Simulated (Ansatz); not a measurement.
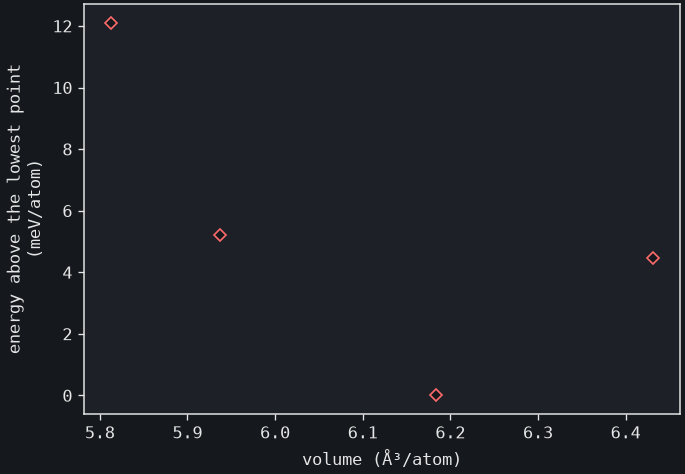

The figure shows the energy above the lowest point against volume for H₂O₃, space group Pn-3m (No. 224) (one of a set of cubic test structures, which need not be the stable phase).

How it was computed, with Ansatz 0.2.0 development build: equation of state of a cubic crystal from periodic Kohn-Sham density functional theory without spin, third-order Birch-Murnaghan fit to the free energies; pressure corrected for the finite basis. Level: PBE.

- structure type: cubic X2O3
- atoms in cell: 10
- space group number: 224
- lattice centring: simple cubic
- k mesh: 14×14×14
- occupation method: Fermi–Dirac
- occupation width: 0.06123 eV
- wave cutoff: 700 eV
- datasets: hard PAW
- density tolerance: 1e−09 eV
- bands: 30
- density cutoff ratio: 4
- search for lower states: default

The points at volume 6.0603 Å³/atom and 6.3077 Å³/atom are left out of the plot. What values does the calculation give there?

```tsv
volume (Å³/atom)	energy above the lowest point (meV/atom)
6.0603	1.3
6.3077	1.1
```

Caveats: cubic model structure, not the ambient form; modest k-mesh, values are not fully converged in k.
